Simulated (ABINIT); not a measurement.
# Geometry relaxation of TiSi2 (part 4 of 4)

TiSi2 (Cmcm, 6 atoms in the cell); Kohn-Sham DFT of a periodic cell, PBE with D2, JTH PAW PBE v2.0, no spin polarisation (ABINIT 10.8.3); cutoff 408.17 eV, 5×5×5 k-mesh, fermi-dirac of 0.05 eV. The structure derives from a Materials Project entry.

Geometry of the input (Å; fractional positions):
```
1.7651  -6.7593  0.0000
1.7651  6.7593  0.0000
0.0000  0.0000  3.5652
Ti 0.1031  0.8969  0.2500
Ti 0.8969  0.1031  0.7500
Si 0.7503  0.2497  0.2500
Si 0.2497  0.7503  0.7500
Si 0.4417  0.5583  0.2500
Si 0.5583  0.4417  0.7500
```

Trajectory as extended XYZ (Å, eV, eV/Å), 5 frames, from step=0 to step=4:
```
6
Lattice="1.7651 -6.7593 0.0000 1.7651 6.7593 0.0000 0.0000 0.0000 3.5652" Properties=species:S:1:pos:R:3:forces:R:3 step=0 energy=-3630.88004
Ti    1.7651    5.3653    0.8913    0.0000  -0.0024   0.0000
Ti    1.7651   -5.3653    2.6739    0.0000   0.0024   0.0000
Si    1.7651   -3.3839    0.8913    0.0000   0.0023   0.0000
Si    1.7651    3.3839    2.6739    0.0000  -0.0023   0.0000
Si    1.7651    0.7875    0.8913    0.0000   0.0803   0.0000
Si    1.7651   -0.7875    2.6739    0.0000  -0.0803   0.0000
6
Lattice="1.7632 -6.7537 0.0000 1.7632 6.7537 0.0000 0.0000 0.0000 3.5603" Properties=species:S:1:pos:R:3:forces:R:3 step=1 energy=-3630.88173
Ti    1.7632    5.3608    0.8901    0.0000   0.0029   0.0000
Ti    1.7632   -5.3608    2.6703    0.0000  -0.0029   0.0000
Si    1.7632   -3.3811    0.8901    0.0000   0.0028   0.0000
Si    1.7632    3.3811    2.6703    0.0000  -0.0028   0.0000
Si    1.7632    0.7876    0.8901    0.0000   0.0806   0.0000
Si    1.7632   -0.7876    2.6703    0.0000  -0.0806   0.0000
6
Lattice="1.7605 -6.7444 0.0000 1.7605 6.7444 0.0000 0.0000 0.0000 3.5533" Properties=species:S:1:pos:R:3:forces:R:3 step=2 energy=-3630.88287
Ti    1.7605    5.3535    0.8883    0.0000   0.0105   0.0000
Ti    1.7605   -5.3535    2.6649    0.0000  -0.0105   0.0000
Si    1.7605   -3.3764    0.8883    0.0000   0.0034   0.0000
Si    1.7605    3.3764    2.6649    0.0000  -0.0034   0.0000
Si    1.7605    0.7887    0.8883    0.0000   0.0705   0.0000
Si    1.7605   -0.7887    2.6649    0.0000  -0.0705   0.0000
6
Lattice="1.7604 -6.7431 0.0000 1.7604 6.7431 0.0000 0.0000 0.0000 3.5530" Properties=species:S:1:pos:R:3:forces:R:3 step=3 energy=-3630.88299
Ti    1.7604    5.3526    0.8882    0.0000   0.0103   0.0000
Ti    1.7604   -5.3526    2.6647    0.0000  -0.0103   0.0000
Si    1.7604   -3.3756    0.8882    0.0000   0.0034   0.0000
Si    1.7604    3.3756    2.6647    0.0000  -0.0034   0.0000
Si    1.7604    0.7895    0.8882    0.0000   0.0606   0.0000
Si    1.7604   -0.7895    2.6647    0.0000  -0.0606   0.0000
6
Lattice="1.7611 -6.7366 0.0000 1.7611 6.7366 0.0000 0.0000 0.0000 3.5532" Properties=species:S:1:pos:R:3:forces:R:3 step=4 energy=-3630.88338
Ti    1.7611    5.3482    0.8883    0.0000   0.0072   0.0000
Ti    1.7611   -5.3482    2.6649    0.0000  -0.0072   0.0000
Si    1.7611   -3.3721    0.8883    0.0000   0.0033   0.0000
Si    1.7611    3.3721    2.6649    0.0000  -0.0033   0.0000
Si    1.7611    0.7942    0.8883    0.0000   0.0013   0.0000
Si    1.7611   -0.7942    2.6649    0.0000  -0.0013   0.0000
```

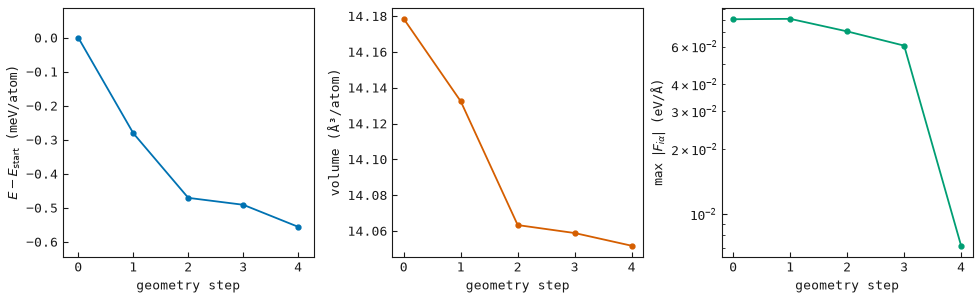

Fig. 1: Progress of the relaxation, step by step (steps are counted from 0). The energy falls by 0.6 meV per atom in 4 geometry steps. The largest force component goes from 0.08 to 0.0072 eV/Å. The largest moves relative to the cell, 0.009 Å, are those of Si5 and Si6. Largest moves by element: Si 0.009 Å, Ti 0.001 Å. The volume changes by −0.9 %, with a 3.530 → 3.522 Å (−0.2 %), b 13.519 → 13.473 Å (−0.3 %), c 3.565 → 3.553 Å (−0.3 %). Among the contacts that change: Ti1–Si6 2.581 → 2.571 Å, Ti1–Si4 2.665 → 2.657 Å, Ti1–Si3 2.660 → 2.653 Å, Si3–Si4 2.509 → 2.502 Å. The space group stays Cmcm (No. 63). (Atoms are counted from 1 in the order of the input.)
